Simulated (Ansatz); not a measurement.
**Run report: ZnO, single-point calculation**

- system: ZnO (I4₁md, 4 atoms in the cell)
- method: DFT PBE, scalar-relativistic, plane waves, PAW, no spin polarisation (Ansatz 0.2.0)

The structure was made by a generator, so it may or may not be a known phase. Figures and captions count atoms from 1; the log counts them from 0 in places.

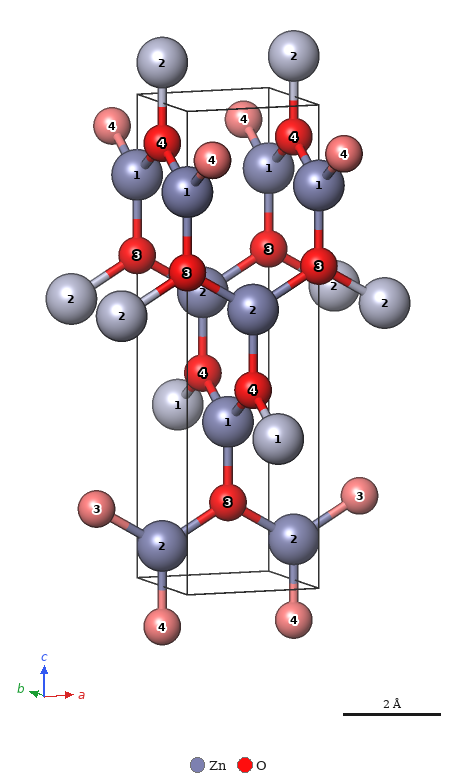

**Figure 1.** The structure as given in the input (ball-and-stick view of the cell 2 times as large as that of the calculation, set on its symmetry axes, seen slightly off an axis; neighbours outside the cell are drawn fainter; atoms are numbered from 1 in the order of the input).

Results in brief

```csv
quantity,value
outcome,converged
space group (tolerance 0.01 Å),I4₁md (109)
electrons treated,36
free energy,−7769.3297 eV
Fermi energy,10.220 eV
gap on the k-point mesh,0.70 eV
pressure,77.54 GPa
largest force (length of the vector),0.036 eV/Å
hardware,"1 thread of Intel Xeon (Sapphire Rapids), 64 GiB of memory available, shared host"
wall time,3.5 s
peak memory,0.41 GiB
```

Input file
```yaml
crystal:
  lattice:
    - [-1.45883021, 1.45883021, 5.05353592]
    - [1.45883021, -1.45883021, 5.05353592]
    - [1.45883021, 1.45883021, -5.05353592]
  atoms:
    - { symbol: Zn, position: [0.83333334, 0.83333334, 0.0] }
    - { symbol: Zn, position: [0.58333334, 0.08333334, 0.5] }
    - { symbol: O, position: [0.66666666, 0.66666666, 0.0] }
    - { symbol: O, position: [0.41666666, 0.91666666, 0.5] }
basis:
  ecutwfc: 420
kpoints:
  mp_grid: { grid: [8, 8, 8] }
hamiltonian:
  xc: pbe
scf:
  occupations: { method: gaussian, width: 0.1 }
  lower_state_search: "off"
output:
  forces: true
  stress: true
  eigenvalues: true
```

Run as:
```bash
ansatz run input.yaml --threads 1 --pin off --max-ram 2560MiB --backend cpu --events-out ev --progress --plain --runs-dir out
```

Log
```
basis.fft_grid_basis auto: the FFT boxes are laid along the combinations [[1, 0, 1], [0, 1, 1], [0, 0, 1]] of the cell's own vectors, 2.918, 2.918 and 5.458 Å long. The dense box has 20×20×40 points. Along the cell's own vectors, as sized, it would have 40×40×40, 4.00 times as many. Of the 8 symmetry operations that the crystal satisfies within crystal.symmetry.tolerance (time reversal apart; of a slab, those that keep its plane) the dense box along the cell's own vectors carries 8, and the one as laid loses 6 of those. basis.fft_grid_basis: typed keeps the cell's own vectors: state it where this run's energies or levels are differenced outside the engine with another run's, or held beside a run that keeps those vectors.
Engine: ansatz 0.2.0, x86_64-unknown-linux-gnu
Pseudopotentials: kind: paw
Pseudopotential: Zn, paw, valence charge 12, recommended cutoff 420 eV (normal), Zn.paw.azcp
Pseudopotential: O, paw, valence charge 6, recommended cutoff 420 eV (normal), O.paw.azcp
Functional definition: PBE
  parameter kappa = 0.804
  parameter beta = 0.06672455060314922
  exchange = pbe_x(kappa = kappa, mu = beta*pi^2/3)
  correlation = pbe_c(beta = beta)
Crystal: 4 atoms, lattice volume = 43.019 Å³
Basis set: ecut = 420 eV, 853 PW (Γ), FFT grids on a1+a3, a2+a3, a3, exchange–correlation on 40×40×80 points (8 copies of the dense FFT grid, shifted against one another)
Bands: 22, of which v1, the nominal top of the filled ones, is band 18 counted from 1 (17 counted from 0)
Symmetry: 8 space group operations
Space group: I41md (ITA 109), of the structure as read, at distance tolerance 3.5e-5 Å
k-points: 59 of 512 (time reversal used)
Non-local potential: Zn, projectors of the file, l = 0: 2, l = 1: 2, l = 2: 3, l = 3: 1
Non-local potential: O, projectors of the file, l = 0: 2, l = 1: 2, l = 2: 1
PAW form: soft (Blöchl's): semilocal exchange-correlation on the pseudo side does not see the compensation charge
PAW one-centre angular grid: Zn, 590 points (default); XC on 64 Gauss nodes
PAW one-centre angular grid: O, 110 points (default); XC on 64 Gauss nodes
Initial density: superposition of atomic densities (neutral atoms: chi_scale 0, normalization atom), corrected by the library's trained network
Initial wavefunctions: pseudopotential atomic-orbital guess
Functional: x = pbe(κ = 0.804, μ = 0.2195149727645171), c = pbe(β = 0.06672455060314922)
SCF iter   1: F=—  HF=-7769.335661 eV  |F-HF|=—  |Δ(HF+E_count)|=         —  Δρ=9.61e-3  dr2=2.41e-2  ethr=1.77e-3  ⟨swp⟩=5.5  Hψ=6399  notcnv=0
preconditioner: auto → none  [insulator: Δε(μ)=0.748 eV  Ē_g=13.942 eV  σ=0.100 eV  W_gap=1.00  n_scr=12 (ndim 8)  ℏωp=34.0 eV  f_vac=0.044  D(μ)=0.00/eV (n_scr^D=0)  ε∞_Penn≈6.9]
SCF iter   2: F=—  HF=-7769.331831 eV  |F-HF|=—  |Δ(HF+E_count)|=   3.83e-3  Δρ=4.12e-3  dr2=3.99e-3  ethr=6.70e-5  ⟨swp⟩=2.0  Hψ=2949  notcnv=0
SCF iter   3: F=—  HF=-7769.329229 eV  |F-HF|=—  |Δ(HF+E_count)|=   2.60e-3  Δρ=1.85e-3  dr2=7.79e-4  ethr=1.11e-5  ⟨swp⟩=2.0  Hψ=2300  notcnv=0
SCF iter   4: F=—  HF=-7769.329257 eV  |F-HF|=—  |Δ(HF+E_count)|=   2.87e-5  Δρ=4.03e-4  dr2=3.22e-5  ethr=2.16e-6  ⟨swp⟩=2.6  Hψ=2375  notcnv=0
SCF iter   5: F=—  HF=-7769.329743 eV  |F-HF|=—  |Δ(HF+E_count)|=   4.85e-4  Δρ=1.08e-4  dr2=2.51e-6  ethr=8.96e-8  ⟨swp⟩=2.0  Hψ=2360  notcnv=0
SCF iter   6: F=—  HF=-7769.329745 eV  |F-HF|=—  |Δ(HF+E_count)|=   2.16e-6  Δρ=2.50e-5  dr2=1.18e-7  ethr=6.98e-9  ⟨swp⟩=2.0  Hψ=2224  notcnv=0
SCF iter   7: F=-7769.329745 eV  HF=-7769.329745 eV  |F-HF|=5.72e-9  |Δ(HF+E_count)|=   3.49e-7  Δρ=2.88e-6  dr2=2.24e-9  ethr=2.78e-10  ⟨swp⟩=5.2  Hψ=5886  notcnv=0
SCF 1 converged in 7 iterations: F = -7769.329745 eV  dr2 = 2.24e-9
  greatest PAW one-centre occupation: 0.988 electrons in one spin orbital (limit 2), on the Zn atom at site 1 (counted from 0), in its partial waves of l = 2
```

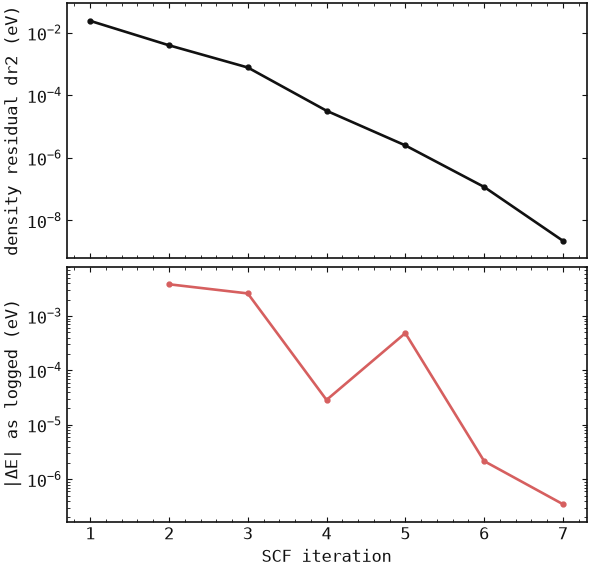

**Figure 2.** Convergence of the self-consistent field: density residual dr2 and size of the energy change against the SCF iteration. The residual falls at every step.

```
SCF converged after 7 iterations
Free energy (F): -7769.329745 eV
Harris-Foulkes:  -7769.329745 eV  (|F-HF|=5.72e-9)
Internal energy: -7769.329745 eV  (E = F + TS)
E sigma→0 (E₀):  -7769.329745 eV
Fermi energy:    10.219747 eV
--- Per-component energies (eV) ---
  E_band       = 93.904964
  E_kinetic    = 629.623817
  E_local      = -4147.253125  (includes V_loc(G=0)·N_el)
  E_nonlocal   = 1332.727138
  E_hartree    = 1719.790350
  E_xc         = -427.055203
  E_vxc        = -299.136819  (∫ρ·V_xc dr)
  E_paw        = -3971.933772  (= ΣΔE_a)
  E_vpaw       = -861.641344  (= ΣTr[D̂ρ^β])
  E_aug_tail   = 0.004534  (compensation charges beyond the density's cutoff)
  E_ewald      = -2905.233485
  E_smearing   = -0.000000  (= −TS)
  E_closure    = 0.000000  (closes the sum)
  Σ components = -7769.329745   (vs F -7769.329745, Δ=0.00e0)
--- Forces (eV/Å), atoms counted from 1 ---
  atom   1  Zn    -0.00000000     0.00000000     0.03618842
  atom   2  Zn     0.00000000     0.00000000     0.03618842
  atom   3  O     -0.00000000    -0.00000000    -0.03611766
  atom   4  O      0.00000000    -0.00000000    -0.03611766
  max |Σ_I F_I| component: 1.42e-4 eV/Å
--- Stress (GPa, compression-positive) ---
       61.052549       0.000000       0.000000
        0.000000      61.052549       0.000000
        0.000000      -0.000000     110.515441
  P = ⅓ Tr σ = 77.5402 GPa (775.402 kbar)
--- Band table (eV; the first three rows and the last of 59) ---
  k-point 0: bands = ["-11.0035", "-10.0096", "0.7338", "0.8955", "1.4241", "1.4241", "3.0408", "3.1785", "3.3364", "3.3364", "3.7839", "3.8569", "4.7004", "7.1846", "7.1846", "8.6039", "8.6039", "9.8692", "10.5703", "15.7076", "17.2267", "22.0641"]
  k-point 1: bands = ["-10.8417", "-9.9337", "0.8670", "0.9651", "1.3596", "1.6068", "3.0227", "3.1710", "3.3251", "3.3766", "3.7153", "3.7996", "4.7153", "6.8818", "6.9918", "7.7383", "8.2187", "9.6129", "11.7474", "16.3009", "17.1175", "21.6861"]
  k-point 2: bands = ["-10.4374", "-9.7650", "1.0285", "1.1429", "1.3809", "2.1574", "2.6450", "2.8118", "3.4413", "3.5743", "3.7757", "4.0538", "4.7222", "6.1650", "6.2524", "7.1168", "7.6001", "8.8876", "13.4379", "15.4692", "18.0910", "19.6781"]
  k-point 58: bands = ["-10.5314", "-10.5314", "0.7189", "0.7189", "1.3324", "1.3324", "3.0384", "3.0384", "3.6985", "3.6985", "3.8204", "3.8204", "6.3476", "6.3476", "7.0181", "7.0181", "9.2562", "9.2562", "12.9097", "12.9097", "20.3312", "20.3312"]
```

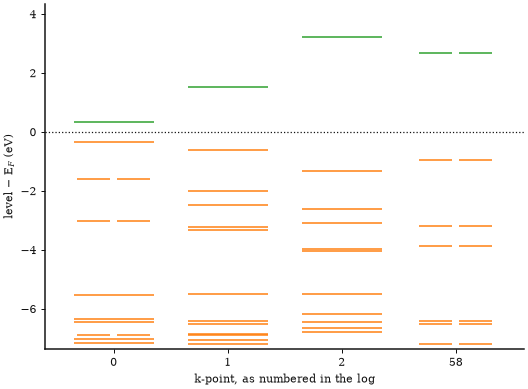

**Figure 3.** Kohn–Sham levels near the Fermi level (dotted) at the few k-points that the log prints; levels within 0.02 eV of each other stand side by side. Among these points the highest filled and lowest empty levels are 0.70 eV apart, which is the gap on the mesh.
